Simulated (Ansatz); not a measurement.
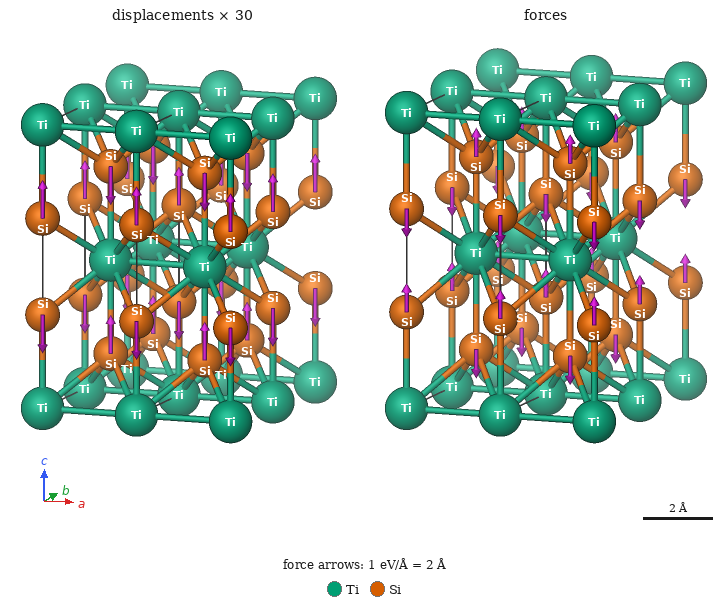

Left: a symmetric starting cell of TiSi2, with purple arrows for the displacements applied to it (without the part that the change of the cell carries along). Right: the displaced structure with the computed forces. Besides, the cell is strained by +7.4 % along b, +4.3 % along c, −0.1 % along a (volume +12.0 %). A ball-and-stick model of the conventional cell (2 times the calculation's cell), repeated 2 × 2 × 1 with one cell outlined, seen slightly off an axis. Lengths and directions refer to the drawn axes.

Level of theory: Ansatz 0.2.0, DFT PBE, scalar-relativistic, plane waves, PAW. (plane-wave cutoff 420 eV; k-point mesh 18 × 18 × 18; occupations gaussian; smearing width 0.1 eV; no spin polarisation)

> Describe the distortion and the response.

The Si atoms are displaced by 0.04 Å relative to the cell. No relaxation follows. The starting cell wasn't computed here and needn't be at equilibrium, so pressure and forces aren't due to the change alone. Near-neighbour distances before and after: Si–Ti 2.675 → 2.810 Å, Si–Ti 2.779 → 2.862 Å. The space group stays Immm (No. 71). The pressure is −12.1 GPa (not all of it need come from the change, since the unchanged cell can be under pressure at this level too). The principal stresses (compression positive) are −5.6 GPa along a, −13.4 GPa along c, −17.3 GPa along b. The largest forces, 0.43 eV/Å, act on 2 Si atoms of the calculation's cell. The forces point straight back along the displacements (cosine −1.00).
